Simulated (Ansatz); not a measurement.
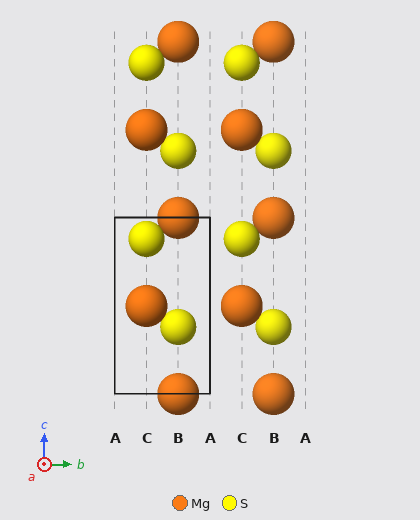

Projection along an edge of the hexagonal mesh, stacking direction c upwards. The dashed lines mark the three columns A (0, 0), B (1/3, 2/3) and C (2/3, 1/3). The sequence starts with the first layer at or above the cell's origin.

MgS. Coordinates: coordinates from a relaxation with DFT, PBE, PAW with Ansatz's default frozen-core files, scalar-relativistic in Ansatz 0.2.0; the starting structure was generated, so it need not be a known form of this composition.

### List the layers of one repeat.

Mg(B) – S(B) – Mg(C) – S(C) (four layers in 6.49 Å).

### How are the S layers alone stacked?

S layers alone: BC, the hexagonal close-packed type.

### Which positions between or in the S layers do the other atoms fill?

Mg: two tetrahedral sites, counted in one hexagonal cell.

### What short polytype symbol fits?

Polytype symbol 2H, the symbol of a tetrahedral polytype (number of double layers in the repeat and lattice).

Heights of the layers:

```
layer  atoms (column)  height (Å)  to next (Å)
    1           Mg(B)        0.00         2.46
    2            S(B)        2.46         0.77
    3           Mg(C)        3.23         2.47
    4            S(C)        5.70         0.79
```
